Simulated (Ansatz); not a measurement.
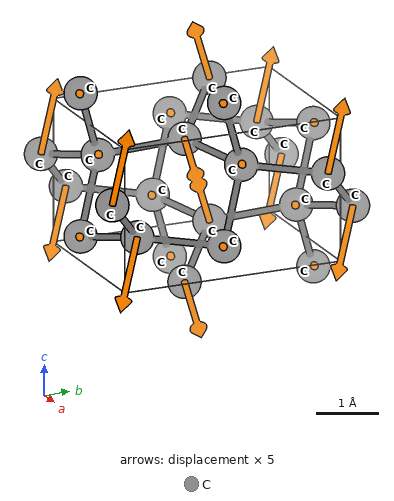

This is a relaxation of crystalline C (a generated structure, set up in Cmce) (coarse preliminary run). The starting structure is drawn; orange arrows show the displacements (the part carried along by the change of the cell is left out), 5 times their true length.

A ball-and-stick model of the cell of the calculation, seen slightly off an axis.

Theory: DFT PBE, scalar-relativistic, plane waves, PAW (Ansatz 0.2.0). Settings: plane-wave cutoff 420 eV; k-point mesh 4 × 4 × 8; occupations gaussian; smearing width 0.1 eV; no spin polarisation; cell and atoms relaxed; force threshold 0.04 eV/Å; at most 70 steps.

### What did the optimiser do to the structure, and how much energy did it gain?

The largest moves relative to the cell, 0.28 Å, are those of C atoms. The drawn cell changes as follows: a = b 4.365 → 4.374 Å (+0.2 %), c 2.370 → 2.526 Å (+6.6 %), γ 111.4° → 109.5°; the volume changes by +8.4 %. Among the contacts that change: C–C 2.027 → 1.547 Å, C–C 1.457 → 1.546 Å. New bonds form: C–C (2.03 → 1.55 Å). Among the angles between lasting bonds that change: C–C–C 120.9° → 109.5°, C–C–C 100.8° → 109.5°, C–C–C 117.8° → 109.5°. The space group (tolerance 0.01 Å) goes from Cmce (No. 64) to Fd-3m (No. 227). Over 5 accepted moves (7 points after the start) the energy falls by 6.398 eV per cell of the calculation. Largest force component: 5.4 eV/Å at the start, 0.0012 eV/Å at the end. The pressure goes from 66.40 to 0.05 GPa. The SCF was repeated twice at an unchanged geometry on a basis and grid sized afresh for the cell, which shifted the energy by 37.1 meV per cell of the calculation at most.
